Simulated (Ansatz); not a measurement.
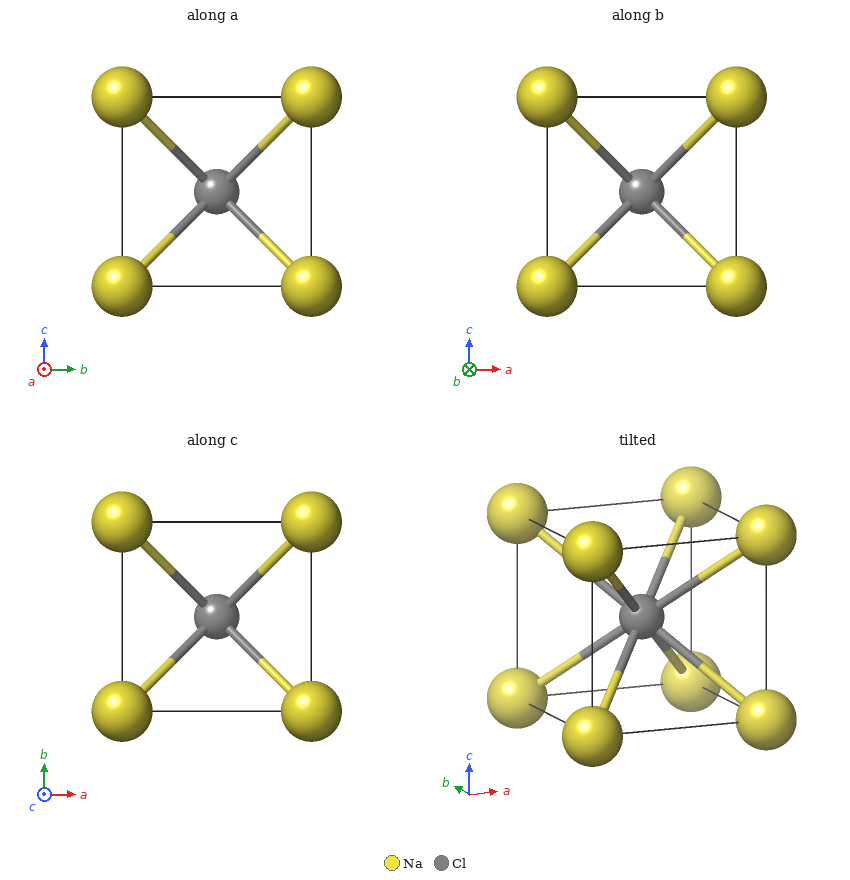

A ball-and-stick rendering, viewed along the a axis, along the b axis, along the c axis and slightly off an axis. The conventional unit cell is outlined; an atom on or near a face, edge or corner is repeated at each equivalent position.

Lattice parameters: a = 3.4356 Å, b = 3.4356 Å, c = 3.4356 Å, α = 90.000°, β = 90.000°, γ = 90.000°.

> Write down what is shown as a CIF in P1 with every atom of the cell.

```cif
data_structure
_symmetry_space_group_name_H-M 'P 1'
_symmetry_Int_Tables_number 1
_cell_length_a 3.4356
_cell_length_b 3.4356
_cell_length_c 3.4356
_cell_angle_alpha 90.000
_cell_angle_beta 90.000
_cell_angle_gamma 90.000
_cell_volume 40.55
loop_
_atom_site_label
_atom_site_type_symbol
_atom_site_fract_x
_atom_site_fract_y
_atom_site_fract_z
_atom_site_occupancy
Na1 Na 0.0000 0.0000 0.0000 1
Cl1 Cl 0.5000 0.5000 0.5000 1
```

Provenance: a structure type filled with these elements by a generator (whether the compound takes this form wasn't checked). A relaxation with Ansatz, DFT, r2SCAN+rVV10, plane waves, PAW gave the geometry drawn.
